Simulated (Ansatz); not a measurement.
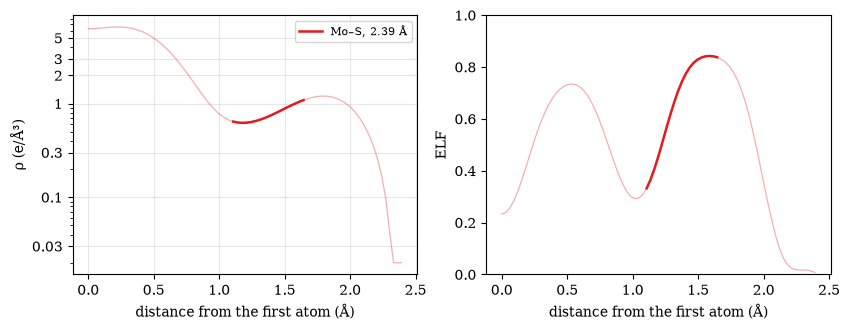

Figure 1: MoS2. Valence pseudo-density and ELF along straight lines between neighbouring atoms. Thin, pale parts lie inside the atomic spheres.

Space group R3m; computed without spin polarisation.

Theory: DFT PBEsol, scalar-relativistic, plane waves, PAW (Ansatz 0.2.0).

Core electrons are frozen (PAW), and the valence fields are smoothed inside the atomic spheres.

Input

```
crystal:
  lattice:
    - [1.5716034357, 0.9073656667, 6.2270314812]
    - [-1.5716034357, 0.9073656667, 6.2270314812]
    - [0.0, -1.8147313334, 6.2270314812]
  atoms:
    - { symbol: Mo, position: [2.4352e-06, 2.4352e-06, 2.4352e-06] }
    - { symbol: S, position: [0.7500713861, 0.7500713861, 0.7500713861] }
    - { symbol: S, position: [0.5832261787, 0.5832261787, 0.5832261787] }
basis:
  ecutwfc: 420
kpoints:
  mp_grid: { grid: [12, 12, 12] }
hamiltonian:
  xc: pbesol
scf:
  occupations: { method: gaussian, width: 0.02 }
output:
  forces: true
  stress: true
  eigenvalues: true
  write_density: true
  write_potential: true
  elf: true
  volumetric_format: npy
relax:
  adjacent_minimum: "off"
  f_tol: 0.005
  max_steps: 80
  cell: { stress_tol: 0.05 }
```

Command:

```sh
ansatz run input.yaml --threads 4 --pin off --max-ram 10240MiB --backend cpu --events-out ev --progress --plain --runs-dir out
```

Below, planes, directions and counts refer to the conventional cell (a = 3.14 Å, b = 3.14 Å, c = 18.85 Å, α = 90.00°, β = 90.00°, γ = 120.00°).

The fields are those of the run's last geometry, not of the input's.

What can be read from the curves?

Answer. Mo–S (2.39 Å): ρ is about 0.62 e/Å³ halfway; the ELF peaks at about 0.85 in the valence shell of S, 0.8 Å from its nucleus, and is about 0.45 at the midpoint.
